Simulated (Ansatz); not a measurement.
# Y: what the fields show

Input file:

```
crystal:
  lattice:
    - [3.6474, 0.0, 0.0]
    - [-1.8237, 3.1587410578, 0.0]
    - [0.0, 0.0, 5.7306]
  atoms:
    - { symbol: "Y", position: [0.3333333333, 0.6666666667, 0.25], spin: 0.6 }
    - { symbol: "Y", position: [0.6666666667, 0.3333333333, 0.75], spin: 0.6 }
magnetization:
  spin_polarized: true
kpoints:
  mp_grid: { grid: [9, 9, 5] }
scf:
  occupations: { method: fermi_dirac, width: 0.08 }
  lower_state_search: "off"
hamiltonian:
  xc: pbe
  pseudopotentials: { kind: paw }
output:
  forces: true
  stress: true
  eigenvalues: true
  populations: true
  dos: { projected: true, de: 0.1, e_range: [-8, 5] }
  write_density: true
  write_potential: true
  elf: true
  volumetric_format: npy
```

Command:

```sh
ansatz run input.yaml --threads 1 --pin off --max-ram 3072MiB --backend cpu --events-out ev --progress --plain --runs-dir out
```

Below, planes, directions and counts refer to the conventional cell (a = 3.65 Å, b = 3.65 Å, c = 5.73 Å, α = 90.00°, β = 90.00°, γ = 120.00°).

Space group P6₃/mmc; the program warned that a starting moment wasn't kept; spin-polarised, but the moments vanished.

Theory: DFT, PBE, PAW with Ansatz's default frozen-core files, scalar-relativistic (Ansatz 0.2.0).

The density is the valence pseudo-density of a PAW calculation; it isn't the true density close to the nuclei.

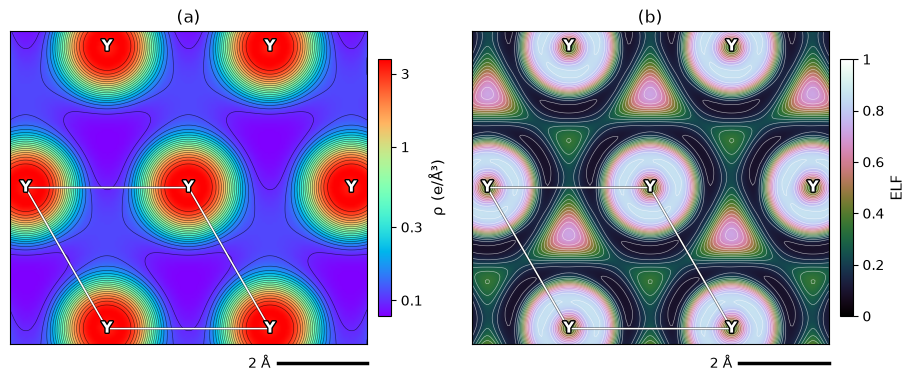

Figure 1. (a) valence electron density; (b) electron localisation function on the (001) plane of the conventional cell.

> What do the fields say about this system?

- The section cuts through Y sites.
- Y–Y (3.65 Å): ρ is about 0.09 e/Å³ halfway; the ELF is about 0.25 at the midpoint (no shared electron pair shows on this line).
- Between the atoms the lowest density in this plane is 0.08 e/Å³.
- The ELF has a maximum of about 0.70 in the space between the atoms, on no atom or two-centre bond.
- The features right at Y lie inside the PAW spheres, where the map follows smoothed inner orbitals and isn't to be read closely.

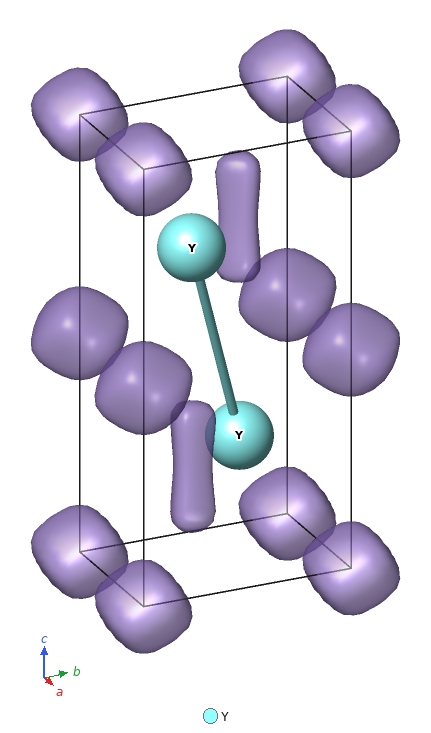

Figure 2. Isosurface of the electron localisation function at 0.65 (purple), seen slightly off an axis. Core shells and regions of very low density are left out. Sticks mark near contacts.

> Where are the electrons localised?

At this value the surface marks out four pockets between the atoms, centred on no nucleus (multi-centre or interstitial), counted in one cell of 2 atoms. Any copies at cell faces, edges or corners count once. There are no localised bonds or lone pairs at this value. Along the contacts the grid gives the following. Y–Y (3.56 Å): the ELF is about 0.20 at the midpoint: no shared electron pair shows on this line.

> Does the calculation make it a metal, or give it a gap?

It is gapless in this calculation (a metal or semimetal).
